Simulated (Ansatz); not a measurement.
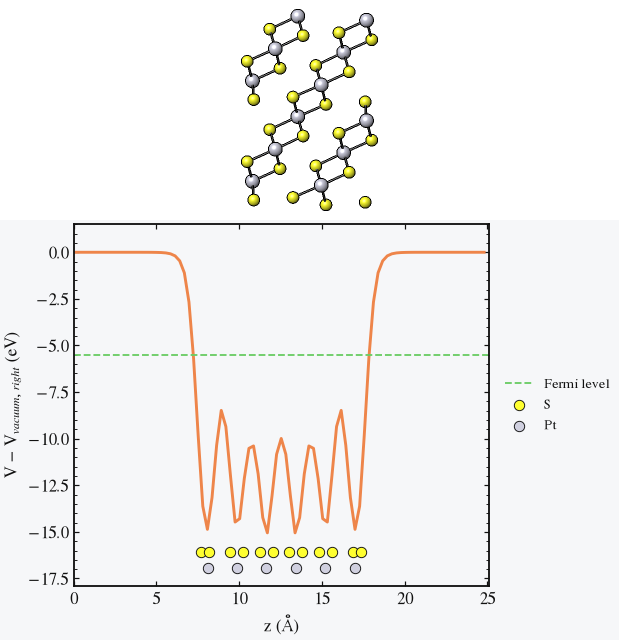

Plane-averaged electrostatic potential energy of an electron across the slab; circles at the bottom mark the heights of the atoms. The structure is drawn too.

This input was run:

```
crystal:
  lattice:
    - [3.5713266494, 0.0, 0.0]
    - [0.0, 7.8102244575, 0.0]
    - [0.0, 0.0, 25.0777854514]
  atoms:
    - { symbol: S, position: [0.0, 0.5094162211, 0.306941578] }
    - { symbol: Pt, position: [0.5, 0.7038447854, 0.3230884134] }
    - { symbol: S, position: [0.0, 0.8910417825, 0.3272440525] }
    - { symbol: S, position: [0.5, 0.1896681896, 0.3767802891] }
    - { symbol: Pt, position: [0.0, 0.3845459407, 0.3940952014] }
    - { symbol: S, position: [0.5, 0.5791703349, 0.4085528004] }
    - { symbol: S, position: [0.0, 0.8654995268, 0.4489029619] }
    - { symbol: Pt, position: [0.5, 0.0602225433, 0.4637429275] }
    - { symbol: S, position: [0.0, 0.2535792384, 0.4801841516] }
    - { symbol: S, position: [0.5, 0.5509816163, 0.5198158731] }
    - { symbol: Pt, position: [0.0, 0.7443382901, 0.5362571206] }
    - { symbol: S, position: [0.5, 0.9390613266, 0.5510970985] }
    - { symbol: S, position: [0.0, 0.2253904645, 0.5914471451] }
    - { symbol: Pt, position: [0.5, 0.420014842, 0.6059048057] }
    - { symbol: S, position: [0.0, 0.6148925415, 0.6232197462] }
    - { symbol: S, position: [0.5, 0.9135190025, 0.6727558518] }
    - { symbol: Pt, position: [0.0, 0.1007159516, 0.6769115579] }
    - { symbol: S, position: [0.5, 0.2951444512, 0.6930584254] }
basis:
  ecutwfc: 420
kpoints:
  mp_grid: { grid: [10, 5, 1] }
  band_path:
    path: [[0.5, 0, 0], [0, 0, 0], [0, 0.5, 0], [0.5, 0.5, 0], [0, 0, 0]]
    npoints: 12
hamiltonian:
  xc: pbesol
scf:
  occupations: { method: gaussian, width: 0.05 }
  n_extra_bands: 84
output:
  forces: true
  eigenvalues: true
  populations: true
  fatbands: true
  write_density: true
  write_potential: true
  elf: true
  volumetric_format: npy
magnetization:
  noncollinear: true
  spin_orbit: true
efield:
  axis: 3
  dipole_correction: true
  ramp_width: 0.04
```

Command:
```bash
ansatz run input.yaml --threads 8 --pin off --max-ram 14336MiB --backend cpu --events-out ev --progress --plain --runs-dir out
```

What is the work function?

The work function is 5.49 eV, the same on both faces. The two vacuum levels agree, so the slab has no net dipole along its normal.

How thick are slab and vacuum?

The outermost atoms are 9.7 Å apart, which leaves 15.4 Å of vacuum in a cell 25.1 Å high.
